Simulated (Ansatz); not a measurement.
**Single-point calculation of CdTe (part 1 of 2)**

CdTe (slab, 12 atoms in the cell), computed with DFT PBE+D3(BJ), scalar-relativistic, plane waves, PAW, no spin polarisation (Ansatz 0.2.0).

The structure derives from an entry of the Crystallography Open Database. It belongs to a series of runs on one base structure; here: the slab at its places in the relaxed adsorbed structure. Figures and captions count atoms from 1; the log counts them from 0 in places.

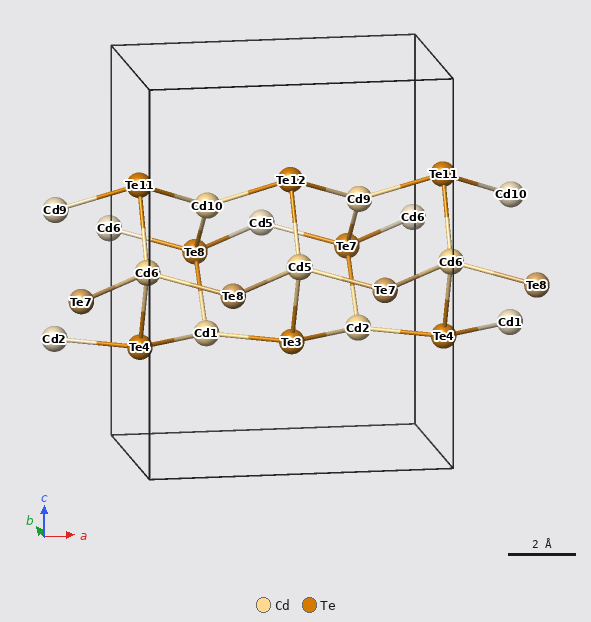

**Figure 1.** The structure (ball-and-stick view of the cell of the calculation, with the vacuum cut short, seen slightly off an axis; neighbours outside the cell are drawn fainter; atoms are numbered from 1 in the order of the input). An atom can appear more than once, as a periodic image.

Input:
```yaml
crystal:
  lattice:
    - [9.2158675326, 0.0, 0.0]
    - [0.0, 6.5166024268, 0.0]
    - [0.0, 0.0, 24.4770337663]
  atoms:
    - { symbol: Cd, position: [0.25, 0.5, 0.3268369883] }
    - { symbol: Cd, position: [0.75, 0.5, 0.3268369883] }
    - { symbol: Te, position: [0.5, 0.25, 0.3268369883] }
    - { symbol: Te, position: [0.0, 0.25, 0.3268369883] }
    - { symbol: Cd, position: [0.5013707449, 0.0556143534, 0.430471881] }
    - { symbol: Cd, position: [5.78289e-05, 0.0556383753, 0.4304378714] }
    - { symbol: Te, position: [0.7505879243, 0.8001655878, 0.4122385354] }
    - { symbol: Te, position: [0.2506838303, 0.8022539896, 0.4118278067] }
    - { symbol: Cd, position: [0.7508338181, 0.4805262297, 0.4885912093] }
    - { symbol: Cd, position: [0.2508640604, 0.4808118925, 0.4871966901] }
    - { symbol: Te, position: [0.0019063805, 0.2849039614, 0.5268729537] }
    - { symbol: Te, position: [0.4997682453, 0.2849642744, 0.5268298407] }
basis:
  ecutwfc: 420
kpoints:
  mp_grid: { grid: [2, 3, 1] }
hamiltonian:
  xc: pbe
  dispersion: d3bj
scf:
  occupations: { method: gaussian, width: 0.05 }
output:
  forces: true
  eigenvalues: true
  write_density: true
  volumetric_format: npy
efield:
  axis: 3
  dipole_correction: true
  ramp_width: 0.04
```

Hardware: 4 threads of Arm Neoverse V1, 24 GiB of memory available, shared host.

Run as:
```bash
ansatz run input.yaml --threads 4 --pin off --max-ram 10240MiB --backend cpu --events-out ev --progress --plain --runs-dir out
```

What the program printed:
```
Engine: ansatz 0.2.0, aarch64-unknown-linux-gnu
Pseudopotentials: kind: paw
Pseudopotential: Cd, paw, valence charge 20, recommended cutoff 420 eV (normal), Cd.paw.azcp
Pseudopotential: Te, paw, valence charge 16, recommended cutoff 420 eV (normal), Te.paw.azcp
Functional definition: PBE
  parameter kappa = 0.804
  parameter beta = 0.06672455060314922
  exchange = pbe_x(kappa = kappa, mu = beta*pi^2/3)
  correlation = pbe_c(beta = beta)
Crystal: 12 atoms, lattice volume = 1469.996 Å³
Basis set: ecut = 420 eV, 28715 PW (Γ), exchange–correlation on 128×90×360 points (8 copies of the dense FFT grid, shifted against one another)
Bands: 130, of which v1, the nominal top of the filled ones, is band 108 counted from 1 (107 counted from 0)
Symmetry: 1 space group operations
Space group: P1 (ITA 1), of the structure as read, at distance tolerance 1.1e-4 Å
k-points: 4 of 6 (time reversal used)
Non-local potential: Cd, projectors of the file, l = 0: 3, l = 1: 2, l = 2: 2, l = 3: 1
Non-local potential: Te, projectors of the file, l = 0: 2, l = 1: 2, l = 2: 2, l = 3: 2
PAW form: soft (Blöchl's): semilocal exchange-correlation on the pseudo side does not see the compensation charge
PAW one-centre angular grid: Cd, 590 points (default); XC on 64 Gauss nodes
PAW one-centre angular grid: Te, 590 points (default); XC on 64 Gauss nodes
Initial density: superposition of atomic densities (neutral atoms: chi_scale 0, normalization atom), corrected by the library's trained network
Initial wavefunctions: pseudopotential atomic-orbital guess
Functional: x = pbe(κ = 0.804, μ = 0.2195149727645171), c = pbe(β = 0.06672455060314922)
SCF iter   1: F=—  HF=-91412.471918 eV  |F-HF|=—  |Δ(HF+E_count)|=         —  Δρ=7.85e-4  dr2=4.18e-2  ethr=1.77e-3  p=-0.137 e·Å  D=-1.69e-2 V/Å  ΔV_dip=0.41 eV  dr2_dipole=3.19e-3  V_vac-E_F(+/−)=4.65/4.24 eV  ⟨swp⟩=9.5  Hψ=2446  notcnv=0  defer=30
efield: sawtooth ramp at fractional position 0.9069 (placed from the atoms, in the widest stretch of the axis that holds none; the zero of the levels goes with the place), width 0.0400; the density the first Hamiltonian is built on has a dipole p = -0.137 e·Å; the dipole correction subtracts the counter field D = -1.69e-2 V/Å, which shifts the + side's vacuum level by +0.41 eV against the − side's; the planar-averaged density in the ramp window peaks in size at 1.9e-6 e/Å³
preconditioner: auto → Resta (q_TF=auto, 1.982 Å⁻¹)  ε∞=1.9  [insulator: Δε(μ)=1.147 eV  Ē_g=10.443 eV  σ=0.050 eV  W_gap=1.00  n_scr=186 (ndim 8)  ℏωp=10.1 eV  f_vac=0.695  D(μ)=0.00/eV (n_scr^D=0)  ε∞_Penn≈1.9  vacuum switching on, ρ_ref=7.9e-3 e/Å³]
SCF iter   2: F=—  HF=-91412.472333 eV  |F-HF|=—  |Δ(HF+E_count)|=   4.16e-4  Δρ=4.15e-4  dr2=1.41e-2  ethr=1.94e-5  p=-0.078 e·Å  D=-9.59e-3 V/Å  ΔV_dip=0.23 eV  dr2_dipole=3.42e-3  V_vac-E_F(+/−)=4.60/4.36 eV  ⟨swp⟩=2.5  Hψ=810  notcnv=0  defer=56
SCF iter   3: F=—  HF=-91412.470887 eV  |F-HF|=—  |Δ(HF+E_count)|=   1.45e-3  Δρ=2.45e-4  dr2=2.60e-3  ethr=6.51e-6  p=-0.124 e·Å  D=-1.52e-2 V/Å  ΔV_dip=0.37 eV  dr2_dipole=3.93e-4  V_vac-E_F(+/−)=4.66/4.29 eV  ⟨swp⟩=2.0  Hψ=537  notcnv=0  defer=56
SCF iter   4: F=—  HF=-91412.471454 eV  |F-HF|=—  |Δ(HF+E_count)|=   5.67e-4  Δρ=1.17e-4  dr2=6.91e-4  ethr=1.20e-6  p=-0.111 e·Å  D=-1.37e-2 V/Å  ΔV_dip=0.33 eV  dr2_dipole=3.87e-5  V_vac-E_F(+/−)=4.63/4.29 eV  ⟨swp⟩=2.0  Hψ=672  notcnv=0  defer=56
SCF iter   5: F=—  HF=-91412.471577 eV  |F-HF|=—  |Δ(HF+E_count)|=   1.23e-4  Δρ=5.04e-5  dr2=5.98e-5  ethr=3.20e-7  p=-0.116 e·Å  D=-1.42e-2 V/Å  ΔV_dip=0.35 eV  dr2_dipole=1.53e-8  V_vac-E_F(+/−)=4.64/4.29 eV  ⟨swp⟩=2.0  Hψ=536  notcnv=0  defer=56
SCF iter   6: F=—  HF=-91412.471838 eV  |F-HF|=—  |Δ(HF+E_count)|=   2.61e-4  Δρ=1.71e-5  dr2=7.22e-6  ethr=2.77e-8  p=-0.116 e·Å  D=-1.43e-2 V/Å  ΔV_dip=0.35 eV  dr2_dipole=1.12e-8  V_vac-E_F(+/−)=4.64/4.29 eV  ⟨swp⟩=2.8  Hψ=726  notcnv=0  defer=56
SCF iter   7: F=—  HF=-91412.471843 eV  |F-HF|=—  |Δ(HF+E_count)|=   4.61e-6  Δρ=6.04e-6  dr2=7.68e-7  ethr=3.34e-9  p=-0.116 e·Å  D=-1.43e-2 V/Å  ΔV_dip=0.35 eV  dr2_dipole=1.24e-12  V_vac-E_F(+/−)=4.64/4.29 eV  ⟨swp⟩=2.0  Hψ=800  notcnv=0  defer=56
SCF iter   8: F=—  HF=-91412.471844 eV  |F-HF|=—  |Δ(HF+E_count)|=   1.23e-6  Δρ=2.18e-6  dr2=1.18e-7  ethr=3.55e-10  p=-0.116 e·Å  D=-1.43e-2 V/Å  ΔV_dip=0.35 eV  dr2_dipole=1.80e-10  V_vac-E_F(+/−)=4.64/4.29 eV  ⟨swp⟩=2.0  Hψ=680  notcnv=0  defer=56
SCF iter   9: F=-91412.471844 eV  HF=-91412.471844 eV  |F-HF|=1.22e-8  |Δ(HF+E_count)|=   8.33e-8  Δρ=7.47e-7  dr2=9.38e-9  ethr=4.63e-11  p=-0.116 e·Å  D=-1.43e-2 V/Å  ΔV_dip=0.35 eV  dr2_dipole=3.65e-12  V_vac-E_F(+/−)=4.64/4.29 eV  ⟨swp⟩=41.0  Hψ=2697  notcnv=0
SCF 1 converged in 9 iterations: F = -91412.471844 eV  dr2 = 9.38e-9
  greatest PAW one-centre occupation: 1.000 electrons in one spin orbital (limit 2), on the Cd atom at site 9 (counted from 0), in its partial waves of l = 0
```

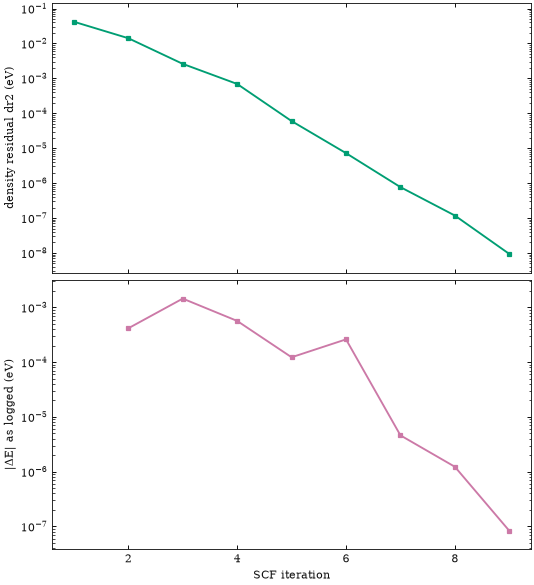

**Figure 2.** Convergence of the self-consistent field: density residual dr2 and size of the energy change against the SCF iteration. The residual falls at every step.

```
SCF converged after 9 iterations
Free energy (F): -91412.471844 eV
Harris-Foulkes:  -91412.471844 eV  (|F-HF|=1.22e-8)
Internal energy: -91412.471844 eV  (E = F + TS)
E sigma→0 (E₀):  -91412.471844 eV
Fermi energy:    -0.999665 eV
Dipole field:    D = -0.014312 V/Å  (p = -0.116266 e·Å, saw-weighted, corrected)
Work function:   Φ+ = 4.6363 eV   Φ− = 4.2860 eV
Levels:          The Fermi level and band energies are counted from a zero that moves with the ramp; work functions are not
--- Per-component energies (eV) ---
  E_band       = -6660.017071
  E_kinetic    = 4106.938884
  E_local      = -190094.342771  (includes V_loc(G=0)·N_el)
  E_nonlocal   = -1661.655990
  E_hartree    = 94230.548959
  E_xc         = -1801.146919
  E_vxc        = -1947.351572  (∫ρ·V_xc dr)
  E_paw        = -52475.182351  (= ΣΔE_a)
  E_vpaw       = -5524.057771  (= ΣTr[D̂ρ^β])
  E_aug_tail   = -0.001011  (compensation charges beyond the density's cutoff)
  E_efield     = 0.000832  (sawtooth field / dipole correction)
  E_vefield    = -0.660482  (∫n·V_field dr)
  E_ewald      = 56285.044359
  E_disp       = -2.675836  (pairwise vdW)
  E_smearing   = -0.000000  (= −TS)
  E_closure    = -0.000000  (closes the sum)
  Σ components = -91412.471844   (vs F -91412.471844, Δ=0.00e0)
--- Forces (eV/Å), atoms counted from 1 ---
  atom   1  Cd    -0.00087457    -0.39015014     0.58841212
  atom   2  Cd    -0.00208443    -0.40140633     0.58332387
  atom   3  Te     0.00692847     0.39230268    -0.59410059
  atom   4  Te     0.00024179     0.39342428    -0.59595655
  atom   5  Cd    -0.00510391     0.01183891    -0.00877619
  atom   6  Cd     0.00297094     0.01151330    -0.00209274
  atom   7  Te     0.00283882     0.01315216     0.02116267
  atom   8  Te    -0.00251660     0.00349900    -0.00286387
  atom   9  Cd     0.00269656    -0.02413364    -0.02104545
  atom  10  Cd    -0.00330010    -0.00384234    -0.00005355
  atom  11  Te    -0.02938011    -0.00263532     0.01174309
  atom  12  Te     0.02758307    -0.00357127     0.02024986
  max |Σ_I F_I| component: 8.71e-6 eV/Å
--- Band table (eV) ---
  k-point 0: bands = ["-103.7710", "-103.7702", "-103.7181", "-103.7175", "-103.5819", "-103.5813", "-64.9016", "-64.9006", "-64.8508", "-64.8498", "-64.8101", "-64.8095", "-64.7872", "-64.7863", "-64.7551", "-64.7548", "-64.7319", "-64.7315", "-64.6600", "-64.6593", "-64.6398", "-64.6393", "-64.6313", "-64.6306", "-37.6524", "-37.6495", "-37.6470", "-37.6442", "-37.6248", "-37.6216", "-37.6046", "-37.6041", "-37.6005", "-37.6001", "-37.3451", "-37.3438", "-37.3356", "-37.3345", "-37.3084", "-37.3074", "-37.2870", "-37.2861", "-37.2812", "-37.2803", "-37.2516", "-37.2510", "-37.2506", "-37.2500", "-37.1637", "-37.1627", "-37.1601", "-37.1592", "-37.1319", "-37.1309", "-12.4224", "-12.2108", "-11.9506", "-11.8868", "-11.8036", "-11.7207", "-9.8001", "-9.7793", "-9.7754", "-9.7651", "-9.7450", "-9.7420", "-9.7155", "-9.6944", "-9.6829", "-9.6600", "-9.6599", "-9.6400", "-9.6390", "-9.6358", "-9.6354", "-9.6260", "-9.6251", "-9.6044", "-9.5855", "-9.5428", "-9.5316", "-9.4946", "-9.4920", "-9.4753", "-9.4573", "-9.3182", "-9.2328", "-9.1967", "-9.1365", "-9.1317", "-5.4068", "-5.2948", "-5.2367", "-5.1729", "-4.4342", "-3.8710", "-3.8052", "-3.3253", "-3.0093", "-2.9887", "-2.9700", "-2.8769", "-2.7438", "-2.2785", "-2.1428", "-2.1403", "-2.0882", "-1.5857", "-0.4136", "0.2162", "0.7393", "0.7716", "1.2553", "1.3222", "1.5287", "1.6304", "2.2642", "2.3142", "2.7644", "2.9498", "3.0688", "3.2661", "3.3779", "3.5414", "3.6355", "3.6675", "3.8760", "3.9142", "4.0587", "4.6567"]
```
